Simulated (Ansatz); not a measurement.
**SnGe₇: density, localisation and related maps**

Input

```
crystal:
  lattice:
    - [5.7914647407, 0.0, 0.0]
    - [0.0, -5.7914647407, 0.0]
    - [0.0, 0.0, -5.7914647407]
  atoms:
    - { symbol: Ge, position: [-0.0084946186, 0.4915053814, 0.4915053814] }
    - { symbol: Ge, position: [0.5084946186, 0.0084946186, 0.4915053814] }
    - { symbol: Ge, position: [0.5084946186, 0.4915053814, 0.0084946186] }
    - { symbol: Ge, position: [-0.0084946186, 0.0084946186, 0.0084946186] }
    - { symbol: Ge, position: [0.25, 0.25, 0.25] }
    - { symbol: Ge, position: [0.75, 0.75, 0.25] }
    - { symbol: Ge, position: [0.75, 0.25, 0.75] }
    - { symbol: Sn, position: [0.25, 0.75, 0.75] }
basis:
  ecutwfc: 420
kpoints:
  mp_grid: { grid: [6, 6, 6] }
hamiltonian:
  xc: pbesol
scf:
  occupations: { method: gaussian, width: 0.1 }
output:
  forces: true
  stress: true
  eigenvalues: true
  write_density: true
  write_potential: true
  elf: true
  volumetric_format: npy
relax:
  adjacent_minimum: "off"
  f_tol: 0.005
  max_steps: 80
  cell: { stress_tol: 0.05 }
```

Command:

```sh
ansatz run input.yaml --threads 2 --pin off --max-ram 5120MiB --backend cpu --events-out ev --progress --plain --runs-dir out
```

Below, planes, directions and counts refer to the conventional cell (a = 5.79 Å, b = 5.79 Å, c = 5.79 Å, α = 90.00°, β = 90.00°, γ = 90.00°).

The fields are those of the relaxed geometry.

Space group P-43m; a generated structure, not necessarily the stable one.

These are results of DFT PBEsol, scalar-relativistic, plane waves, PAW in Ansatz 0.2.0, not measurements.

Core electrons are frozen (PAW), and the valence fields are smoothed inside the atomic spheres.

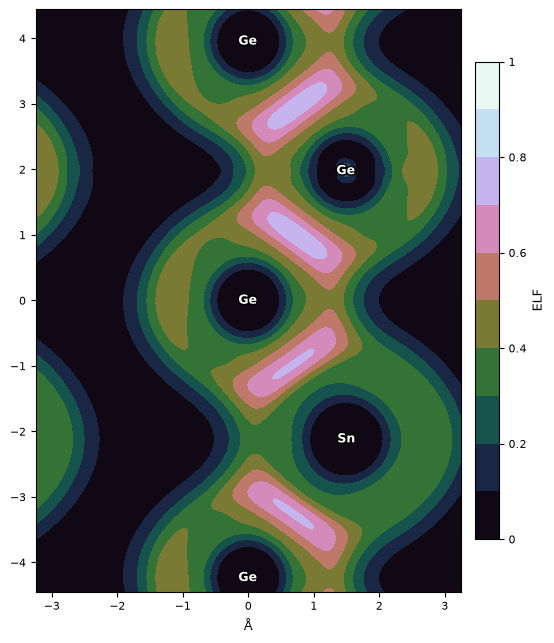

Figure 1. Electron localisation function on the (11̄0) plane of the conventional cell.

### Interpret the plot.

The section cuts through Ge and Sn sites. Ge–Ge (2.48 Å): the ELF peaks at about 0.75 between the atoms. Sn–Ge (2.59 Å): the ELF peaks at about 0.70 between the atoms.

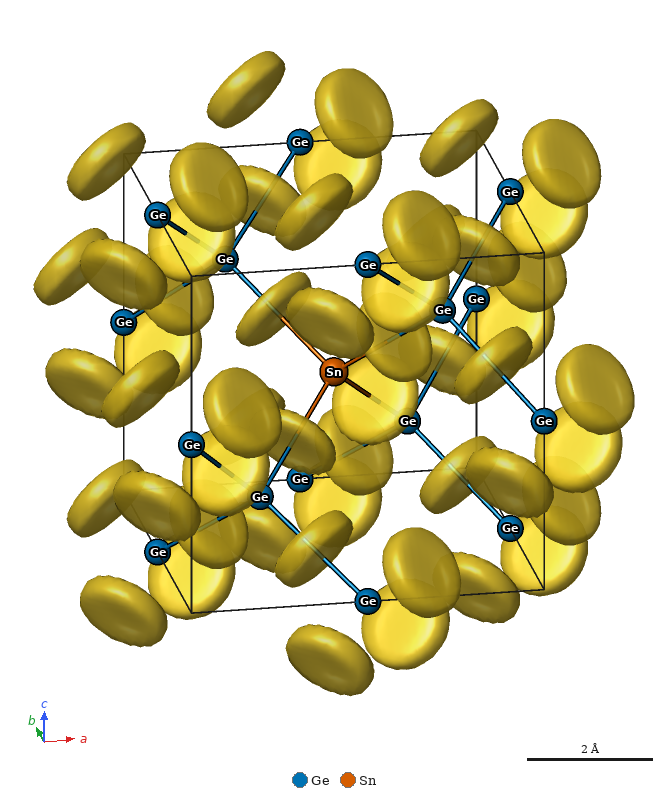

Figure 2. Isosurface of the ELF at 0.6 (yellow), seen at an oblique angle. Core shells and regions of very low density are left out. Sticks mark near contacts.

### Where are the electrons localised?

The ELF exceeds this value in twelve regions between bonded Ge–Ge atoms and four regions between bonded Ge–Sn atoms, counted in one cell of 8 atoms. Regions shared between cells count once.

### Metal or insulator at this level of theory?

It is metallic or semimetallic at this level of theory: no gap opens.
